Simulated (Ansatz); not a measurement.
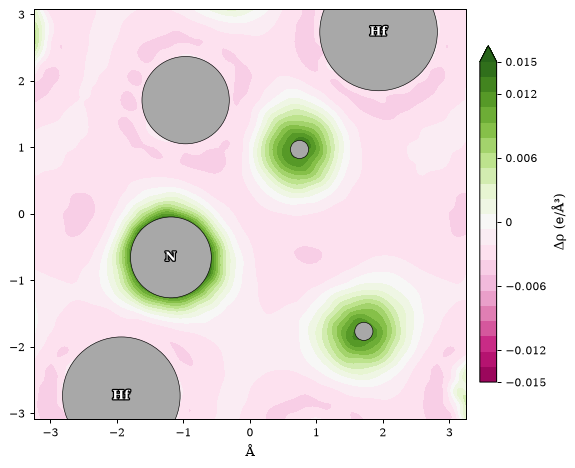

Hf3N4. Difference of the valence pseudo-densities of two functionals at the same geometry, on the (100) plane of the calculation cell: one of PBE and PBEsol less the other.

Both computed with Ansatz (plane waves, PAW), on the same k-point mesh. Grey discs cover the atomic cores.

```cif
data_structure
_symmetry_space_group_name_H-M 'P 1'
_symmetry_Int_Tables_number 1
_cell_length_a 5.8032
_cell_length_b 5.8032
_cell_length_c 5.8032
_cell_angle_alpha 109.471
_cell_angle_beta 109.471
_cell_angle_gamma 109.471
_cell_volume 150.45
loop_
_atom_site_label
_atom_site_type_symbol
_atom_site_fract_x
_atom_site_fract_y
_atom_site_fract_z
_atom_site_occupancy
Hf1 Hf 0.25000 0.62500 0.37500 1
Hf2 Hf 0.37500 0.25000 0.62500 1
Hf3 Hf 0.75000 0.87500 0.12500 1
Hf4 Hf 0.12500 0.75000 0.87500 1
Hf5 Hf 0.62500 0.37500 0.25000 1
Hf6 Hf 0.87500 0.12500 0.75000 1
N1 N 0.13556 0.13556 0.13556 1
N2 N 0.86444 0.50000 0.00000 1
N3 N 0.50000 0.00000 0.36444 1
N4 N 0.00000 0.86444 0.50000 1
N5 N 0.36444 0.50000 0.00000 1
N6 N 0.63556 0.63556 0.63556 1
N7 N 0.00000 0.36444 0.50000 1
N8 N 0.50000 0.00000 0.86444 1
```

> Which was subtracted from which, and what does the map show?

It is PBE less PBEsol. Against PBEsol, PBE gives more density around N (+0.005 e/Å³ on average at 0.8 Å from the nucleus).
